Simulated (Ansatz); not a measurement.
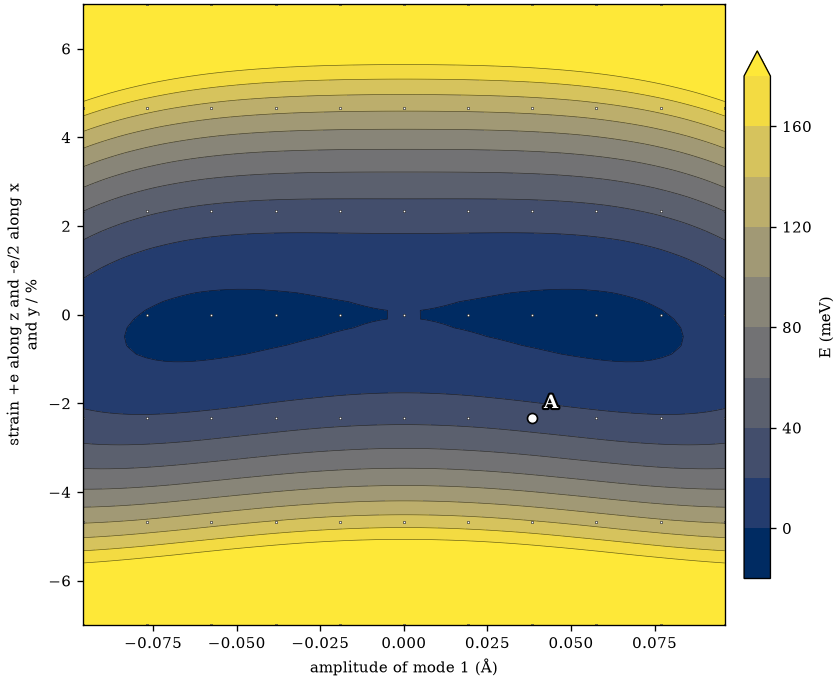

SrTiO₃ (Pm-3m, No. 221; 5 atoms in the cell). The energy is mapped over a normal mode and a strain (zone-centre modes of the 5-atom cell of this scan) (x, y and z along the cube axes). First axis: amplitude of mode 1 (141i cm⁻¹), largest displacement in the unstrained cell. Second axis: strain +e along z and -e/2 along x and y. Nothing is relaxed (the pattern is fixed in fractional coordinates). The scan uses an 11 × 7 grid; 42 points were computed and 35 follow by symmetry. Points are written as (first, second). Energies: meV per cell, counted from the relaxed high-symmetry cell. Level of theory: DFT PBE, scalar-relativistic, plane waves, PAW in Ansatz. Settings: cutoff 520 eV, k-mesh 8×8×8, gaussian smearing 0.05 eV, no spin polarisation.

In the figure: filled contours, dots at the grid points, one colour for all values above the top of the scale, the point A. Between grid points the surface is interpolated.

### Is A at rest? If not, where is it pushed?

A, at (0.038 Å, −2.33 %), is not a stationary point. The computed force is 250 meV for each Å towards larger values of the first coordinate and 30 meV for each 1 % towards larger values of the second coordinate.

PAW datasets: the set soft_1.
